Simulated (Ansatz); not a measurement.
# TaN: what the fields show

The calculation's input:

```
crystal:
  lattice:
    - [0.0, 2.211323, 2.211323]
    - [2.211323, 0.0, 2.211323]
    - [2.211323, 2.211323, 0.0]
  atoms:
    - { symbol: Ta, position: [0.5, 0.5, 0.5] }
    - { symbol: "N", position: [0.0, 0.0, 0.0] }
hamiltonian:
  xc: pbe
  pseudopotentials: { kind: paw }
kpoints:
  mp_grid: { grid: [10, 10, 10] }
scf:
  occupations: { method: gaussian, width: 0.028 }
output:
  forces: true
  stress: true
  eigenvalues: true
  write_density: true
  write_potential: true
  elf: true
  volumetric_format: npy
```

Launched as:

```sh
ansatz run input.yaml --threads 2 --pin off --max-ram 5632MiB --backend cpu --events-out ev --progress --plain --runs-dir out
```

Below, planes, directions and counts refer to the conventional cell (a = 4.42 Å, b = 4.42 Å, c = 4.42 Å, α = 90.00°, β = 90.00°, γ = 90.00°).

Space group Fm-3m; a structure from a database of computed crystals, not necessarily the ambient phase.

All numbers below come from Ansatz, Kohn-Sham DFT of a periodic cell, PBE, Ansatz PAW.

The density is the valence pseudo-density of a PAW calculation; it isn't the true density close to the nuclei.

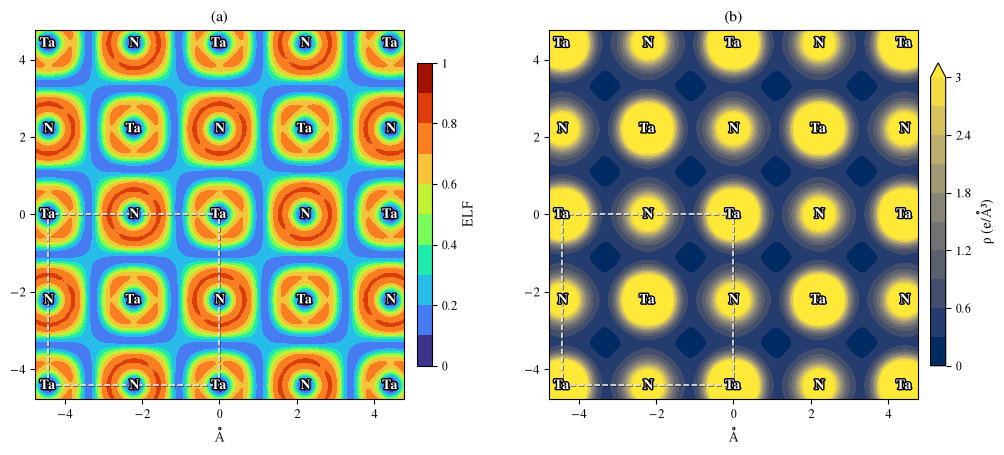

Figure 1. (a) electron localisation function; (b) valence charge density (pseudo) on the (010) plane of the conventional cell.

> What does the map show?

The plane passes through Ta and N nuclei.
Ta–N (2.21 Å): the density is about 0.53 e/Å³ at the midpoint; the ELF peaks at about 0.80 in the valence shell of N, 0.7 Å from its nucleus, and is about 0.15 at the midpoint (no localised pair shows between them).
Ta–Ta (3.13 Å): ρ is about 0.23 e/Å³ halfway; the ELF is about 0.20 at the midpoint; no shared electron pair shows on this line.
Between the atoms the lowest density in this plane is 0.23 e/Å³.
The features right at Ta lie inside the PAW spheres, where the map follows smoothed inner orbitals and isn't to be read closely.

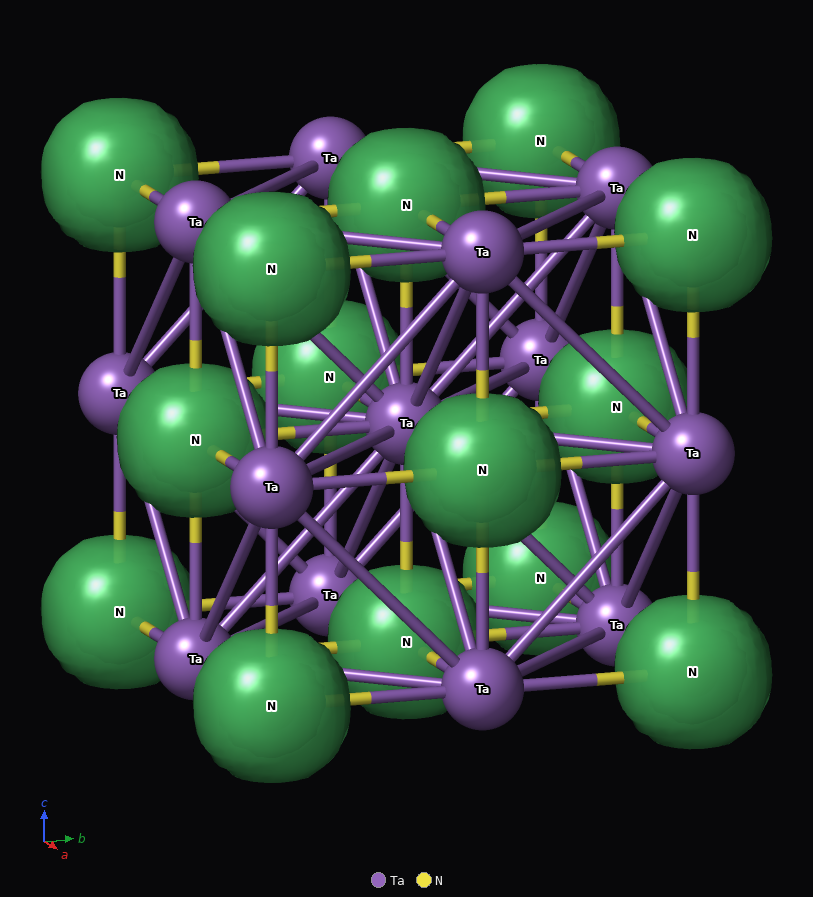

Figure 2. Isosurface of the ELF at 0.75 (green), seen slightly off an axis. Only the valence region is drawn (cores and ρ < 0.01 e/Å³ removed). Sticks mark near contacts.

> Identify the bonds, lone pairs and shells in this picture.

The ELF exceeds this value in four regions wrapped around N (the valence shell of each), counted in one cell of 8 atoms. Regions shared between cells count once.

> Metal or insulator at this level of theory?

It is metallic or semimetallic at this level of theory: no gap opens; semilocal functionals without U, or without the true magnetic order, often close the gap of such compounds.
